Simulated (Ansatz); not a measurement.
**Dielectric response of GaN (110) films**

How well do thin zincblende GaN (110) films screen a perpendicular field?

Method: plane-wave DFT, PBE, Ansatz PAW (set soft_1); PAW set soft_1, in the first sound run; inputs show where later runs differ, in Ansatz 0.2.0.

### 1. The starting structure

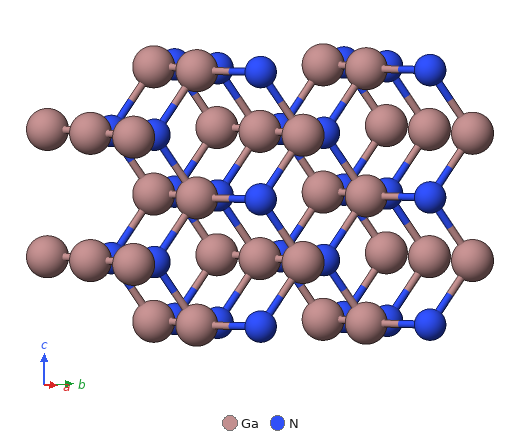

The starting structure, seen from the side, with the c axis up (gallium pink, nitrogen blue). 2×2×1 cells are drawn. Some periodic images of atoms are drawn too.

The cell holds 10 atoms: 5 Ga and 5 N. Its edges and angles: a = 3.182 Å, b = 4.500 Å, c = 24.364 Å, α = 90.0°, β = 90.0°, γ = 90.0°. It derives from GaN (zincblende GaN). Vacuum lies along c.

Coordinates:

```xyz
10
Lattice="3.1820 0.0000 0.0000 0.0000 4.5000 0.0000 0.0000 0.0000 24.3640" Properties=species:S:1:pos:R:3
Ga    1.5910    2.2500    9.0000
N     0.0000    3.3750    9.0000
Ga    0.0000    0.0000   10.5910
N     1.5910    1.1250   10.5910
Ga    1.5910    2.2500   12.1820
N     0.0000    3.3750   12.1820
Ga    0.0000    0.0000   13.7730
N     1.5910    1.1250   13.7730
Ga    1.5910    2.2500   15.3640
N     0.0000    3.3750   15.3640
```

### 2. Relaxing the film, 10 atoms, units 5

The structure is relaxed first, because levels and dipoles at a surface follow the positions of the outer atoms.

File input.yaml:

```yaml
crystal:
  lattice:
    - [3.18198052, 0.0, 0.0]
    - [0.0, 4.5, 0.0]
    - [0.0, 0.0, 24.3639610307]
  atoms:
    - { symbol: Ga, position: [0.5, 0.5, 0.3693980625] }
    - { symbol: "N", position: [0.0, 0.75, 0.3693980625] }
    - { symbol: Ga, position: [0.0, 0.0, 0.4346990313] }
    - { symbol: "N", position: [0.5, 0.25, 0.4346990313] }
    - { symbol: Ga, position: [0.5, 0.5, 0.5] }
    - { symbol: "N", position: [0.0, 0.75, 0.5] }
    - { symbol: Ga, position: [0.0, 0.0, 0.5653009687] }
    - { symbol: "N", position: [0.5, 0.25, 0.5653009687] }
    - { symbol: Ga, position: [0.5, 0.5, 0.6306019375] }
    - { symbol: "N", position: [0.0, 0.75, 0.6306019375] }
kpoints:
  mp_grid: { grid: [8, 6, 1] }
hamiltonian:
  xc: pbe
  pseudopotentials: { kind: paw, azcp: { folder: soft_1 } }
scf:
  occupations: { method: fixed }
  convergence: { dr2_threshold: 1.0e-09 }
efield:
  axis: 3
  dipole_correction: true
  ramp_position: 0.97
  ramp_width: 0.06
relax:
  f_tol: 0.003
  max_steps: 100
output:
  write_potential: true
  write_density: true
  volumetric_format: npy
```

Started as:

```console
$ ansatz run input.yaml --threads 4 --pin off --max-ram 8192MiB --backend cpu --events-out ev --progress --plain --runs-dir out
```

Numbers of over 12 decimals in the logs are rounded to 6 here.

Output:

```text
Engine: ansatz 0.2.0, aarch64-unknown-linux-gnu
Pseudopotentials: kind: paw
Pseudopotential: Ga, paw, valence charge 13, recommended cutoff 420 eV (normal), soft_1/Ga.paw.azcp
Pseudopotential: N, paw, valence charge 5, recommended cutoff 420 eV (normal), soft_1/N.paw.azcp
Functional definition: PBE
  parameter kappa = 0.804
  parameter beta = 0.066725
  exchange = pbe_x(kappa = kappa, mu = beta*pi^2/3)
  correlation = pbe_c(beta = beta)
Crystal: 10 atoms, lattice volume = 348.865 Å³
Basis set: ecut = 420 eV, 6813 PW (Γ), exchange–correlation on 48×64×360 points (8 copies of the dense FFT grid, shifted against one another)
Bands: 55, of which v1, the nominal top of the filled ones, is band 45 counted from 1 (44 counted from 0)
Symmetry: 2 space group operations
k-points: 20 of 48 (time reversal used)
Non-local potential: Ga, projectors of the file, l = 0: 2, l = 1: 2, l = 2: 3, l = 3: 1
Non-local potential: N, projectors of the file, l = 0: 2, l = 1: 2, l = 2: 1
PAW form: soft (Blöchl's): semilocal exchange-correlation on the pseudo side does not see the compensation charge
PAW one-centre angular grid: Ga, 590 points (default); XC on 64 Gauss nodes
PAW one-centre angular grid: N, 110 points (default); XC on 64 Gauss nodes
Initial density: superposition of atomic densities (neutral atoms: chi_scale 0, normalization atom)
Initial wavefunctions: pseudopotential atomic-orbital guess
Functional: x = pbe(κ = 0.804, μ = 0.219515), c = pbe(β = 0.066725)
SCF iter   1: F=—  HF=-20847.224325 eV  |F-HF|=—  |Δ(HF+E_count)|=         —  Δρ=9.76e-2  dr2=4.31e1  ethr=3.10e-3  p=0.000 e·Å  D=2.18e-14 V/Å  ΔV_dip=-0.00 eV  dr2_dipole=9.76e-10  V_vac-E_F(+/−)=10.22/10.22 eV  ⟨swp⟩=5.0  Hψ=4005  notcnv=0  defer=156
efield: sawtooth ramp at fractional position 0.9700 (set: `efield.ramp_position`, or a place that a band, a saddle search or an elastic batch's reference lends), width 0.0600; the density the first Hamiltonian is built on has a dipole p = 0.000 e·Å; the dipole correction subtracts the counter field D = 2.18e-14 V/Å, which shifts the + side's vacuum level by -0.00 eV against the − side's; the planar-averaged density in the ramp window peaks in size at 2.2e-6 e/Å³
preconditioner: auto → Resta (q_TF=auto, 2.177 Å⁻¹)  ε∞=2.5  [insulator: Δε(μ)=2.843 eV  Ē_g=15.271 eV  n_scr=56 (ndim 8)  ℏωp=18.9 eV  f_vac=0.599  ε∞_Penn≈2.5  vacuum switching on, ρ_ref=1.7e-2 e/Å³]
SCF iter   2: F=—  HF=-20836.292487 eV  |F-HF|=—  |Δ(HF+E_count)|=    1.09e1  Δρ=4.16e-2  dr2=3.31e0  ethr=3.10e-3  p=0.000 e·Å  D=8.56e-6 V/Å  ΔV_dip=-0.00 eV  dr2_dipole=5.71e-9  V_vac-E_F(+/−)=5.04/5.04 eV  ⟨swp⟩=3.9  Hψ=2658  notcnv=0  defer=155  κ⁻¹=1.0e0(r=1)
density mixer auto → broyden: gapped, with many states about μ (density of states about μ 0.48 of a free-electron gas's, 56 screened modes)
SCF iter   3: F=—  HF=-20835.641505 eV  |F-HF|=—  |Δ(HF+E_count)|=   6.51e-1  Δρ=1.56e-2  dr2=5.88e-1  ethr=3.10e-3  p=-0.000 e·Å  D=-5.15e-6 V/Å  ΔV_dip=0.00 eV  dr2_dipole=7.53e-9  V_vac-E_F(+/−)=5.78/5.78 eV  ⟨swp⟩=2.5  Hψ=1919  notcnv=0  defer=157  κ⁻¹=1.0e-2(r=2)
SCF iter   4: F=—  HF=-20835.590263 eV  |F-HF|=—  |Δ(HF+E_count)|=   5.12e-2  Δρ=7.40e-3  dr2=1.35e-1  ethr=6.53e-4  p=0.000 e·Å  D=1.79e-5 V/Å  ΔV_dip=-0.00 eV  dr2_dipole=1.74e-8  V_vac-E_F(+/−)=5.20/5.20 eV  ⟨swp⟩=2.0  Hψ=1254  notcnv=0  defer=160  κ⁻¹=5.9e-3(r=3)
SCF iter   5: F=—  HF=-20835.582860 eV  |F-HF|=—  |Δ(HF+E_count)|=   7.40e-3  Δρ=1.33e-3  dr2=7.98e-3  ethr=1.50e-4  p=-0.000 e·Å  D=-3.40e-6 V/Å  ΔV_dip=0.00 eV  dr2_dipole=6.81e-10  V_vac-E_F(+/−)=5.03/5.03 eV  ⟨swp⟩=2.2  Hψ=1634  notcnv=0  defer=158  κ⁻¹=2.4e-4(r=4)
SCF iter   6: F=—  HF=-20835.582179 eV  |F-HF|=—  |Δ(HF+E_count)|=   6.81e-4  Δρ=7.70e-4  dr2=1.65e-3  ethr=8.86e-6  p=0.000 e·Å  D=2.67e-7 V/Å  ΔV_dip=-0.00 eV  dr2_dipole=1.83e-11  V_vac-E_F(+/−)=5.06/5.06 eV  ⟨swp⟩=2.2  Hψ=1715  notcnv=0  defer=160  κ⁻¹=1.4e-5(r=5)
SCF iter   7: F=—  HF=-20835.583051 eV  |F-HF|=—  |Δ(HF+E_count)|=   8.71e-4  Δρ=2.20e-4  dr2=2.10e-4  ethr=1.83e-6  p=-0.000 e·Å  D=-1.33e-6 V/Å  ΔV_dip=0.00 eV  dr2_dipole=1.62e-10  V_vac-E_F(+/−)=5.06/5.06 eV  ⟨swp⟩=2.0  Hψ=1960  notcnv=0  defer=160  κ⁻¹=1.6e-6(r=6)
SCF iter   8: F=—  HF=-20835.583062 eV  |F-HF|=—  |Δ(HF+E_count)|=   1.11e-5  Δρ=1.10e-4  dr2=3.30e-5  ethr=2.34e-7  p=0.000 e·Å  D=1.60e-6 V/Å  ΔV_dip=-0.00 eV  dr2_dipole=1.98e-10  V_vac-E_F(+/−)=5.05/5.05 eV  ⟨swp⟩=2.6  Hψ=1786  notcnv=0  defer=155  κ⁻¹=5.8e-7(r=7)
SCF iter   9: F=—  HF=-20835.583077 eV  |F-HF|=—  |Δ(HF+E_count)|=   1.50e-5  Δρ=5.88e-5  dr2=7.96e-6  ethr=3.66e-8  p=-0.000 e·Å  D=-1.79e-6 V/Å  ΔV_dip=0.00 eV  dr2_dipole=2.91e-10  V_vac-E_F(+/−)=5.04/5.04 eV  ⟨swp⟩=2.4  Hψ=1619  notcnv=0  defer=145  κ⁻¹=1.1e-7(r=8)
SCF iter  10: F=—  HF=-20835.583192 eV  |F-HF|=—  |Δ(HF+E_count)|=   1.15e-4  Δρ=2.22e-5  dr2=1.12e-6  ethr=8.85e-9  p=0.000 e·Å  D=1.46e-6 V/Å  ΔV_dip=-0.00 eV  dr2_dipole=1.44e-10  V_vac-E_F(+/−)=5.04/5.04 eV  ⟨swp⟩=2.0  Hψ=1394  notcnv=0  defer=128  κ⁻¹=1.5e-7(r=8)
SCF iter  11: F=—  HF=-20835.583192 eV  |F-HF|=—  |Δ(HF+E_count)|=   7.33e-8  Δρ=3.84e-6  dr2=3.46e-8  ethr=1.24e-9  p=-0.000 e·Å  D=-1.49e-6 V/Å  ΔV_dip=0.00 eV  dr2_dipole=2.07e-10  V_vac-E_F(+/−)=5.04/5.04 eV  ⟨swp⟩=2.3  Hψ=1870  notcnv=0  defer=128  κ⁻¹=3.3e-7(r=8)
SCF iter  12: F=—  HF=-20835.583192 eV  |F-HF|=—  |Δ(HF+E_count)|=   1.68e-8  Δρ=2.08e-6  dr2=9.71e-9  ethr=3.84e-11  p=0.000 e·Å  D=1.68e-6 V/Å  ΔV_dip=-0.00 eV  dr2_dipole=2.31e-10  V_vac-E_F(+/−)=5.04/5.04 eV  ⟨swp⟩=2.0  Hψ=1923  notcnv=0  defer=128  κ⁻¹=1.3e-7(r=8)
SCF iter  13: F=—  HF=-20835.583192 eV  |F-HF|=—  |Δ(HF+E_count)|=   7.57e-9  Δρ=7.89e-7  dr2=1.30e-9  ethr=1.08e-11  p=-0.000 e·Å  D=-1.11e-6 V/Å  ΔV_dip=0.00 eV  dr2_dipole=9.76e-11  V_vac-E_F(+/−)=5.04/5.04 eV  ⟨swp⟩=2.0  Hψ=1906  notcnv=0  defer=128  κ⁻¹=5.3e-7(r=8)
SCF iter  14: F=-20835.583192 eV  HF=-20835.583192 eV  |F-HF|=3.49e-10  |Δ(HF+E_count)|=   1.98e-9  Δρ=5.50e-7  dr2=5.04e-10  ethr=1.11e-12  p=0.000 e·Å  D=3.40e-7 V/Å  ΔV_dip=-0.00 eV  dr2_dipole=9.17e-12  V_vac-E_F(+/−)=5.04/5.04 eV  ⟨swp⟩=8.1  Hψ=6372  notcnv=0
SCF 1 converged in 14 iterations: F = -20835.583192 eV  dr2 = 5.04e-10
  greatest PAW one-centre occupation: 0.996 electrons in one spin orbital (limit 2), on the Ga atom at site 8 (counted from 0), in its partial waves of l = 2
relax step   1: F+E_penalty+E_count = -20835.58319195 eV  Δ(F+E_penalty+E_count) = +0.000e0 eV  max|allowed force component| = 2.361e0 eV/Å  Δτ_max = 0.0000 Å  (14 SCF iters, accepted)
Initial density: handed on by an earlier stage of this run
[...]
SCF 3 converged in 10 iterations: F = -20836.379378 eV  dr2 = 5.33e-10
relax step   3: F+E_penalty+E_count = -20836.37937825 eV  Δ(F+E_penalty+E_count) = -1.215e-1 eV  max|allowed force component| = 4.214e-1 eV/Å  Δτ_max = 0.0493 Å  (10 SCF iters, accepted)
[...]
relax step   4: F+E_penalty+E_count = -20836.40243627 eV  Δ(F+E_penalty+E_count) = -2.306e-2 eV  max|allowed force component| = 7.066e-2 eV/Å  Δτ_max = 0.0324 Å  (10 SCF iters, accepted)
[...]
relax step   5: F+E_penalty+E_count = -20836.40324162 eV  Δ(F+E_penalty+E_count) = -8.054e-4 eV  max|allowed force component| = 1.800e-2 eV/Å  Δτ_max = 0.0108 Å  (9 SCF iters, accepted)
SCF iter   1: F=—  HF=-20836.403177 eV  |F-HF|=—  |Δ(HF+E_count)|=         —  Δρ=1.13e-4  dr2=4.98e-5  ethr=4.56e-7  p=0.000 e·Å  D=1.00e-7 V/Å  ΔV_dip=-0.00 eV  dr2_dipole=8.86e-15  V_vac-E_F(+/−)=5.77/5.77 eV  ⟨swp⟩=2.0  Hψ=2360  notcnv=0  defer=160
efield: sawtooth ramp at fractional position 0.9700 (set: `efield.ramp_position`, or a place that a band, a saddle search or an elastic batch's reference lends), width 0.0600; the density the first Hamiltonian is built on has a dipole p = 0.000 e·Å; the dipole correction subtracts the counter field D = 1.00e-7 V/Å, which shifts the + side's vacuum level by -0.00 eV against the − side's; the planar-averaged density in the ramp window peaks in size at 1.1e-6 e/Å³
preconditioner: auto → Resta (q_TF=auto, 2.177 Å⁻¹)  ε∞=2.5  [insulator: Δε(μ)=1.498 eV  Ē_g=15.535 eV  n_scr=56 (ndim 8)  ℏωp=18.9 eV  f_vac=0.625  ε∞_Penn≈2.5  vacuum switching on, ρ_ref=1.8e-2 e/Å³]
SCF iter   2: F=—  HF=-20836.403166 eV  |F-HF|=—  |Δ(HF+E_count)|=   1.03e-5  Δρ=5.53e-5  dr2=4.20e-6  ethr=5.53e-8  p=0.000 e·Å  D=6.82e-8 V/Å  ΔV_dip=-0.00 eV  dr2_dipole=2.14e-14  V_vac-E_F(+/−)=5.78/5.78 eV  ⟨swp⟩=2.0  Hψ=1478  notcnv=0  defer=87  κ⁻¹=1.0e0(r=1)
density mixer auto → broyden: gapped, where msr1 would fit the directions that read negative (density of states about μ 0.10 of a free-electron gas's, 56 screened modes)
SCF iter   3: F=—  HF=-20836.403282 eV  |F-HF|=—  |Δ(HF+E_count)|=   1.16e-4  Δρ=2.31e-5  dr2=9.10e-7  ethr=4.66e-9  p=0.000 e·Å  D=3.43e-8 V/Å  ΔV_dip=-0.00 eV  dr2_dipole=1.00e-15  V_vac-E_F(+/−)=5.78/5.78 eV  ⟨swp⟩=2.5  Hψ=1895  notcnv=0  defer=87  κ⁻¹=7.0e-2(r=2)
SCF iter   4: F=—  HF=-20836.403282 eV  |F-HF|=—  |Δ(HF+E_count)|=   2.38e-8  Δρ=8.30e-6  dr2=1.47e-7  ethr=1.01e-9  p=0.000 e·Å  D=4.21e-8 V/Å  ΔV_dip=-0.00 eV  dr2_dipole=5.12e-17  V_vac-E_F(+/−)=5.78/5.78 eV  ⟨swp⟩=2.8  Hψ=1867  notcnv=0  defer=87  κ⁻¹=1.1e-2(r=3)
SCF iter   5: F=—  HF=-20836.403282 eV  |F-HF|=—  |Δ(HF+E_count)|=   4.50e-8  Δρ=2.23e-6  dr2=1.58e-8  ethr=1.63e-10  p=0.000 e·Å  D=4.64e-8 V/Å  ΔV_dip=-0.00 eV  dr2_dipole=5.62e-16  V_vac-E_F(+/−)=5.78/5.78 eV  ⟨swp⟩=2.5  Hψ=1962  notcnv=0  defer=87  κ⁻¹=8.4e-4(r=4)
SCF iter   6: F=—  HF=-20836.403282 eV  |F-HF|=—  |Δ(HF+E_count)|=   1.09e-8  Δρ=1.15e-6  dr2=4.02e-9  ethr=1.75e-11  p=0.000 e·Å  D=4.17e-8 V/Å  ΔV_dip=-0.00 eV  dr2_dipole=7.47e-13  V_vac-E_F(+/−)=5.78/5.78 eV  ⟨swp⟩=2.0  Hψ=1556  notcnv=0  defer=87  κ⁻¹=1.9e-4(r=5)
SCF iter   7: F=-20836.403282 eV  HF=-20836.403282 eV  |F-HF|=1.20e-10  |Δ(HF+E_count)|=   1.61e-9  Δρ=3.66e-7  dr2=3.46e-10  ethr=1.11e-12  p=-0.000 e·Å  D=-1.89e-7 V/Å  ΔV_dip=0.00 eV  dr2_dipole=5.83e-13  V_vac-E_F(+/−)=5.78/5.78 eV  ⟨swp⟩=6.2  Hψ=7165  notcnv=0
SCF 6 converged in 7 iterations: F = -20836.403282 eV  dr2 = 3.46e-10
relax step   6: F+E_penalty+E_count = -20836.40328218 eV  Δ(F+E_penalty+E_count) = -4.055e-5 eV  max|allowed force component| = 2.523e-3 eV/Å  Δτ_max = 0.0011 Å  (7 SCF iters, accepted)
NSCF: frozen V_eff on 20 k-points
the band table was solved once a step of the walk had ended and its energy, with any forces and stress, was formed, with the checks that follow a solve (6364 applications of the Hamiltonian). They found nothing against the state; the energy, forces and stress were not computed again (output.eigenvalues in the input reference)
WARN: The output density's exchange-correlation potential varies sharply where the density is thin. Do not read a vacuum level from v_tot or v_xc, or from such a field of the output density. On a cell that repeats whose density bears no net charge and no dipole along the vacuum's axis use v_es (v_loc + v_h of the components); under efield.dipole_correction with no amplitude use v_es + v_field, which holds any externa [...]
SCF converged after 7 iterations
Stability not checked: this state was not tested for a lower state beside it, because the mixer in use, unlike msr1, does not test its closes by its own steps (another_mixer; see scf.mixing.algorithm and scf.lower_state_search)
Free energy (F): -20836.403282 eV
Harris-Foulkes:  -20836.403282 eV  (|F-HF|=1.20e-10)
Internal energy: -20836.403282 eV  (E = F + TS)
E sigma→0 (E₀):  -20836.403282 eV
Fermi energy:    -0.716345 eV
Dipole field:    D = 0.000001 V/Å  (p = 0.000001 e·Å, saw-weighted, corrected)
Work function:   Φ+ = 5.7787 eV   Φ− = 5.7787 eV
Levels:          The Fermi level and band energies are counted from a zero that moves with the ramp; work functions are not
--- Per-component energies (eV) ---
  E_band       = -959.053707
  E_kinetic    = 1195.854428
  E_local      = -103369.967592  (includes V_loc(G=0)·N_el)
  E_nonlocal   = -276.864215
  E_hartree    = 52155.156710
  E_xc         = -609.450899
  E_vxc        = -651.278806  (∫ρ·V_xc dr)
  E_paw        = -10615.173532  (= ΣΔE_a)
  E_vpaw       = -2167.116463  (= ΣTr[D̂ρ^β])
  E_aug_tail   = 0.003553  (compensation charges beyond the density's cutoff)
  E_efield     = 0.000000  (sawtooth field / dipole correction)
  E_vefield    = 0.000000  (∫n·V_field dr)
  E_ewald      = 40684.038265
  E_smearing   = -0.000000  (= −TS)
  E_closure    = 0.000000  (closes the sum)
  Σ components = -20836.403282   (vs F -20836.403282, Δ=0.00e0)
--- Forces (eV/Å), atoms counted from 1 ---
  atom   1  Ga     0.00000000     0.00120713    -0.00252227
  atom   2  N      0.00000000     0.00084060     0.00098692
  atom   3  Ga     0.00000000    -0.00017642    -0.00220217
  atom   4  N      0.00000000    -0.00044586     0.00013108
  atom   5  Ga     0.00000000    -0.00155728     0.00000354
  atom   6  N      0.00000000    -0.00129586    -0.00000257
  atom   7  Ga     0.00000000    -0.00017552     0.00220630
  atom   8  N      0.00000000    -0.00044602    -0.00013567
  atom   9  Ga     0.00000000     0.00120778     0.00252330
  atom  10  N      0.00000000     0.00084106    -0.00098939
  max |Σ_I F_I| component: 9.25e-7 eV/Å
--- Band table (eV; the first three rows and the last of 20) ---
  k-point 0: bands = [... 41 lower, -1.1000, -0.8416, -0.8300, -0.8273, 0.7823, 2.0269, 2.9294, 3.7864, ... 6 higher]
  k-point 1: bands = [... 41 lower, -1.2012, -1.1644, -1.0123, -0.7163, 1.4773, 2.1328, 3.0403, 3.7853, ... 6 higher]
  k-point 2: bands = [... 41 lower, -1.4838, -1.4770, -1.0724, -0.7836, 2.3922, 2.5377, 3.3095, 4.0360, ... 6 higher]
  k-point 19: bands = [... 41 lower, -2.2983, -2.0972, -1.2454, -0.7905, 2.2547, 2.8817, 4.6063, 5.1867, ... 6 higher]
--- Relaxed structure (6 steps of the walk, 6 accepted, 0 SCFs on fresh bases) ---
  F+E_penalty+E_count = -20836.40328218 eV   max|allowed force component| = 2.523e-3 eV/Å
  atoms:
    - { symbol: Ga, position: [0.5, 0.537551, 0.375239] }
    - { symbol: N, position: [0.0, 0.742718, 0.365235] }
    - { symbol: Ga, position: [0.0, -0.010375, 0.431812] }
    - { symbol: N, position: [0.5, 0.238211, 0.433094] }
    - { symbol: Ga, position: [0.5, 0.490313, 0.500000] }
    - { symbol: N, position: [0.0, 0.743477, 0.500000] }
    - { symbol: Ga, position: [0.0, -0.010375, 0.568188] }
    - { symbol: N, position: [0.5, 0.238211, 0.566906] }
    - { symbol: Ga, position: [0.5, 0.537551, 0.624761] }
    - { symbol: N, position: [0.0, 0.742718, 0.634765] }
```

Elapsed: 52 s, on 4 threads of Arm Neoverse V2, shared host; peak memory 0.85 GiB.

The steps of the relaxation:

| step | energy less that of the first step (eV) | largest force component (eV/Å) |
| --- | --- | --- |
| 1 | 0.0000 | 2.3608 |
| 2 | -0.6747 | 1.1452 |
| 3 | -0.7962 | 0.4214 |
| 4 | -0.8192 | 0.0707 |
| 5 | -0.8201 | 0.0180 |
| 6 | -0.8201 | 0.0025 |

The run keeps the 2 symmetry operations that it works with, so distortions that break them were not tested.

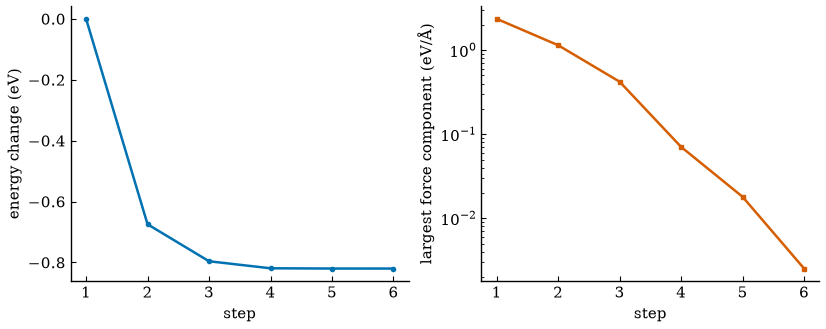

Energy and largest force along the relaxation.

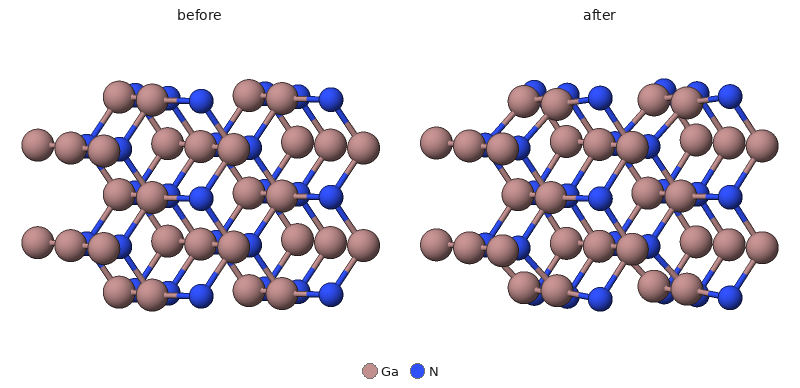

The structure before and after the relaxation, drawn at the same scale.

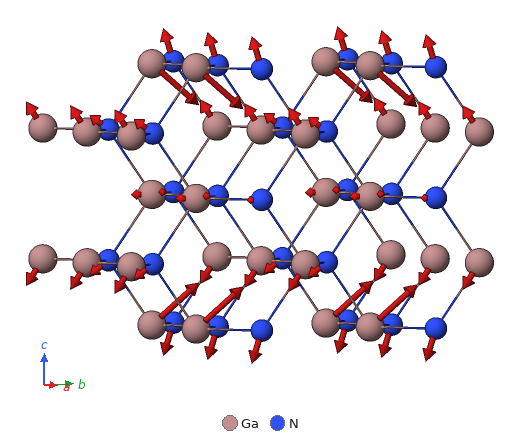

Displacements in the relaxation, exaggerated; the longest in the cell stands for 0.22 Å. 2×2×1 cells are drawn. Some periodic images of atoms are drawn too.

The atoms that moved most (Å):

| atom | dx | dy | dz | length |
| --- | --- | --- | --- | --- |
| Ga9 | 0.000 | 0.169 | -0.142 | 0.221 |
| Ga1 | 0.000 | 0.169 | 0.142 | 0.221 |
| N10 | 0.000 | -0.033 | 0.101 | 0.107 |
| N2 | 0.000 | -0.033 | -0.101 | 0.107 |
| Ga3 | 0.000 | -0.047 | -0.070 | 0.084 |
| Ga7 | 0.000 | -0.047 | 0.070 | 0.084 |
| N4 | 0.000 | -0.053 | -0.039 | 0.066 |
| N8 | 0.000 | -0.053 | 0.039 | 0.066 |

The relaxed structure:

```xyz
10
Lattice="3.1820 0.0000 0.0000 0.0000 4.5000 0.0000 0.0000 0.0000 24.3640" Properties=species:S:1:pos:R:3
Ga    1.5910    2.4190    9.1423
N     0.0000    3.3422    8.8986
Ga    0.0000   -0.0467   10.5207
N     1.5910    1.0720   10.5519
Ga    1.5910    2.2064   12.1820
N     0.0000    3.3456   12.1820
Ga    0.0000   -0.0467   13.8433
N     1.5910    1.0720   13.8121
Ga    1.5910    2.4190   15.2217
N     0.0000    3.3422   15.4654
```

This step gave:

- gap on the k-mesh: 1.499 eV
- dipole along the normal: 1.14e-6 e·Å
- ionisation energy, upper face: 5.779 eV
- electron affinity, upper face: 4.280 eV

Running mean over 1.591 Å of the planar mean; the ramp of the sawtooth is left out. Table of electron's electrostatic potential energy less the highest filled level by z:

| z (Å) | electron's electrostatic potential energy less the highest filled level (eV) |
| --- | --- |
| 4 | 5.78 |
| 6 | 5.77 |
| 8 | 2.95 |
| 10 | -1.38 |
| 12 | -1.21 |
| 14 | -1.72 |
| 16 | 1.42 |
| 18 | 5.75 |
| 20 | 5.78 |

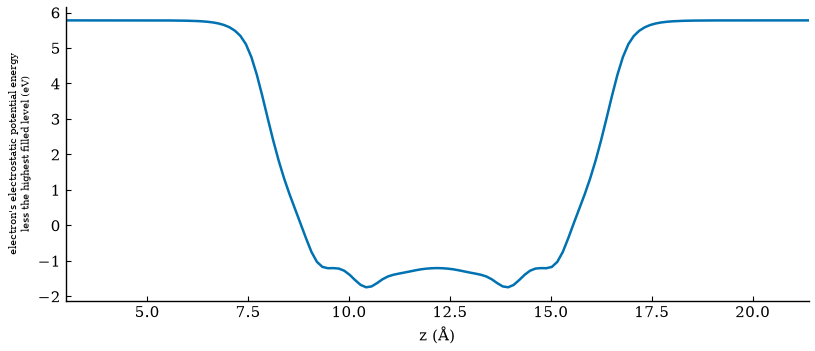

Electron's electrostatic potential energy less the highest filled level, plotted against z.

The relaxation took 6 steps and lowered the energy by 0.82 eV; the largest force on the free atoms ends at 0.0025 eV/Å.

The gap is 1.50 eV, with the valence edge 5.78 eV and the conduction edge 4.28 eV under the upper vacuum level.

(Continued in part 2 of 5.)

[Logs are printed without paths, hosts, clocks, repeated set-up lines and the standing remarks that a program may print on its own settings, such as how far it seeks lower states.]

[Hosts, paths, dates, database ids (printed as entryN), source tags and the programs' standing remarks are cut or masked in the printed files.]

[Maps of the electrostatic potential energy from Ansatz leave out the sawtooth potential of an applied field or a dipole correction, so their vacuum need not be flat; planar profiles and work functions include it.]
